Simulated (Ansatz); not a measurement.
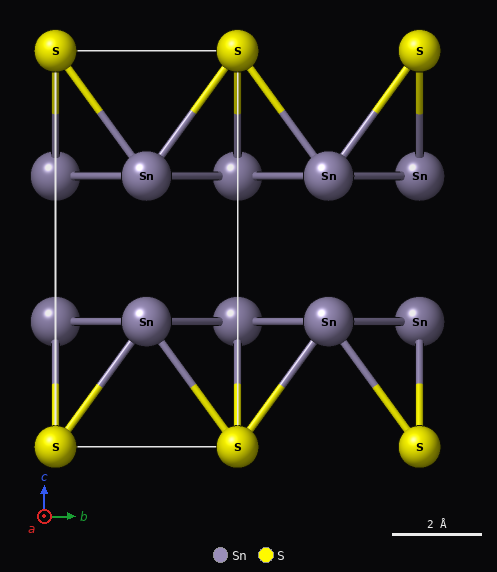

Crystalline Sn₄S (a generated structure, set up in P4/mmm) (coarse preliminary run), before the relaxation. A ball-and-stick model of the cell of the calculation, repeated 1 × 2 × 1 with one cell outlined, seen along the a axis.

Level of theory: DFT PBE, scalar-relativistic, plane waves, PAW in Ansatz 0.2.0.

The input:
```yaml
crystal:
  lattice:
    - [4.1192294, 0.0, 0.0]
    - [0.0, 4.1192294, 0.0]
    - [0.0, 0.0, 8.96274744]
  atoms:
    - { symbol: Sn, position: [0.0, 0.5, 0.31621409] }
    - { symbol: Sn, position: [0.5, 0.0, 0.31621409] }
    - { symbol: Sn, position: [0.0, 0.5, 0.68378591] }
    - { symbol: Sn, position: [0.5, 0.0, 0.68378591] }
    - { symbol: S, position: [0.0, 0.0, 0.0] }
basis:
  ecutwfc: 420
kpoints:
  mp_grid: { grid: [4, 4, 2] }
hamiltonian:
  xc: pbe
scf:
  occupations: { method: gaussian, width: 0.1 }
  lower_state_search: "off"
output:
  forces: true
  stress: true
  eigenvalues: true
relax:
  adjacent_minimum: "off"
  f_tol: 0.04
  max_steps: 70
  cell: { stress_tol: 0.4 }
```

Launched with:
```bash
ansatz run input.yaml --threads 1 --pin off --max-ram 2560MiB --backend cpu --events-out ev --progress --plain --runs-dir out
```

Where does the relaxation end?

The energy falls by 1.281 eV per cell of the calculation in 5 accepted moves (6 points after the start). Largest force component: 0.65 eV/Å at the start, 0.032 eV/Å at the end. The pressure goes from 0.23 to 0.13 GPa. At 1 point the geometry stayed and the basis and grid were re-selected for the new cell (energy shift of 0.4 meV per cell of the calculation at most each time). The largest moves relative to the cell, 0.20 Å, are those of Sn1, Sn2, Sn3 and Sn4. Sn1 goes along −c. S stays in place. The volume changes by −6.3 %, with a = b 4.119 → 4.367 Å (+6.0 %), c 8.963 → 7.471 Å (−16.6 %). Some distances before and after: Sn1–S5 3.503 → 3.073 Å, Sn1–Sn2 2.913 → 3.088 Å. The space group stays P4/mmm (No. 123). Cost: 33 s on 1 thread of Arm Neoverse V1 (shared host), peak memory 0.4 GiB.

Final geometry:

```xyz
5
Lattice="4.3669 0.0000 0.0000 0.0000 4.3669 0.0000 0.0000 0.0000 7.4710" Properties=species:S:1:pos:R:3 pbc="T T T"
Sn    0.0000    2.1835    2.1625
Sn    2.1835    0.0000    2.1625
Sn    0.0000    2.1835    5.3084
Sn    2.1835    0.0000    5.3084
S     0.0000    0.0000    0.0000
```

After the run, drawn alike:

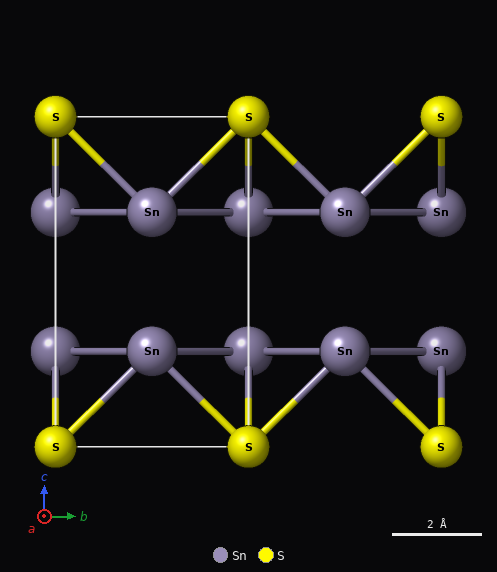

Limits of the set-up: the k-point mesh is coarse for a cell with partly filled bands.
